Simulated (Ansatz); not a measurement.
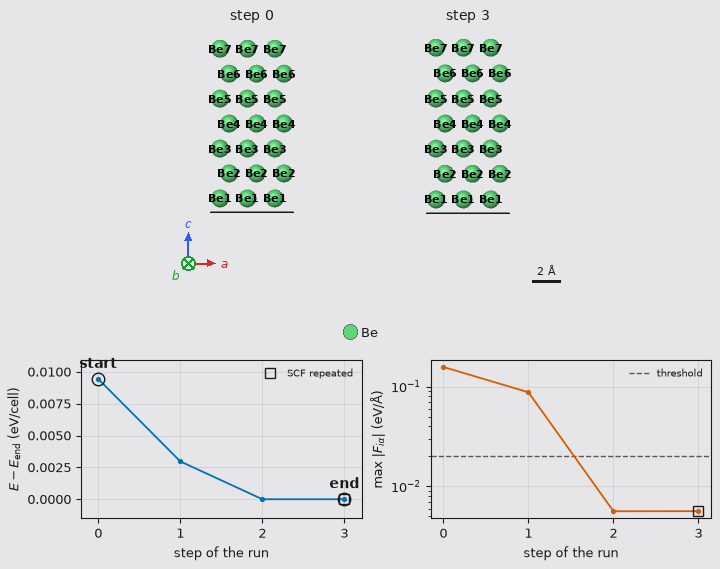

First and last geometry of a relaxation of a slab of composition Be (cut from the P6_3/mmc phase), with the history of the run. The picture is a spheres-only view of the 3 × 2 repeat of the cell, outlined in the plane, without the vacuum, seen along the b axis.

Case: (0 0 1) slab, atoms relaxed. The slab is the (0 0 1) face of Be.

Method: Ansatz 0.2.0, DFT r2SCAN, scalar-relativistic, plane waves, PAW.

The input:
```yaml
crystal:
  lattice:
    - [2.2616547591, 0.0, 0.0]
    - [-1.1308273795, 1.958650476, 0.0]
    - [0.0, 0.0, 25.7074920173]
  atoms:
    - { symbol: Be, position: [0.3333333333, 0.6666666667, 0.2917437452] }
    - { symbol: Be, position: [0.6666666667, 0.3333333333, 0.3611624968] }
    - { symbol: Be, position: [0.3333333333, 0.6666666667, 0.4305812484] }
    - { symbol: Be, position: [0.6666666667, 0.3333333333, 0.5] }
    - { symbol: Be, position: [0.3333333333, 0.6666666667, 0.5694187516] }
    - { symbol: Be, position: [0.6666666667, 0.3333333333, 0.6388375032] }
    - { symbol: Be, position: [0.3333333333, 0.6666666667, 0.7082562548] }
basis:
  ecutwfc: 500
kpoints:
  mp_grid: { grid: [15, 15, 1] }
hamiltonian:
  xc: r2scan
scf:
  occupations: { method: gaussian, width: 0.1 }
output:
  forces: true
  eigenvalues: true
relax:
  adjacent_minimum: "off"
  f_tol: 0.02
  max_steps: 60
efield:
  axis: 3
  dipole_correction: true
```

### Read the history and describe the run.

It converged. The largest moves relative to the layer's centre, 0.073 Å, are those of Be1 and Be7. Be7 goes along the normal (+c). The cell stays as it was. Among the contacts that change: Be1–Be2 2.211 → 2.255 Å, Be2–Be3 2.211 → 2.222 Å. After 2 accepted moves (3 points after the start) the energy has fallen by 9.4 meV per cell of the calculation. The largest force component goes from 0.16 to 0.0056 eV/Å. 1 step only repeated the SCF at the same geometry.

```tsv
step	E − E(0), meV/atom	largest force component, eV/Å	note
0	0.00	0.1570	
1	-0.92	0.0876	
2	-1.35	0.0056	
3	-1.35	0.0056	same geometry, SCF repeated
```
